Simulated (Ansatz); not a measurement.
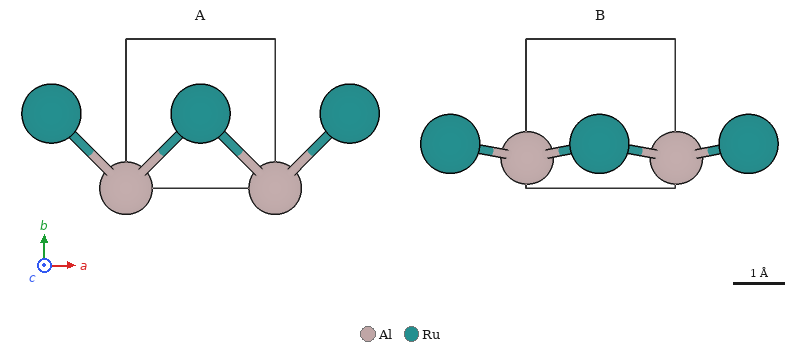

Two geometries of a crystal of AlRu (set up in Pm), drawn at one scale. One is the start of a relaxation, the other its converged end. Style: ball-and-stick. Shown: the cell of the calculation, along the c axis.

Computed with Ansatz, DFT LDA, scalar-relativistic, plane waves, PAW. Set-up: plane-wave cutoff 420 eV; k-point mesh 12 × 12 × 12; occupations gaussian; smearing width 0.15 eV; no spin polarisation; atoms relaxed in a fixed cell; force threshold 0.01 eV/Å; at most 80 steps.

Which of the two is the end point?

Answer. Structure A is the relaxed one. The energy falls by 2105 meV per atom in 4 accepted moves (5 points after the start). Largest force component: 3.3 eV/Å at the start, 0.0065 eV/Å at the end. 1 step only repeated the SCF at the same geometry. The largest moves, 0.60 Å, are those of Al and Ru atoms. By element the largest moves are Al 0.60 Å, Ru 0.60 Å. The cell doesn't change. Some distances before and after: Al–Ru 3.415 → 2.558 Å, Al–Ru 3.375 → 2.557 Å, Al–Ru 2.075 → 2.558 Å, Al–Ru 2.140 → 2.559 Å. New bonds form: Al–Ru (3.37 → 2.56 Å), Al–Ru (3.41 → 2.56 Å), Al–Ru (3.42 → 2.56 Å). Among the angles between lasting bonds that change: Ru–Al–Ru 164.7° → 109.5°, Al–Ru–Al 164.7° → 109.5°, Ru–Al–Ru 90.8° → 70.5°. The space group (tolerance 0.01 Å) goes from Pm (No. 6) to Pm-3m (No. 221). The run took 83 s on 2 threads of Intel(R) Xeon(R) Platinum 8259CL CPU @ 2.50GHz (Skylake/Cascade Lake), with other jobs on the host, peak memory 0.74 GiB.
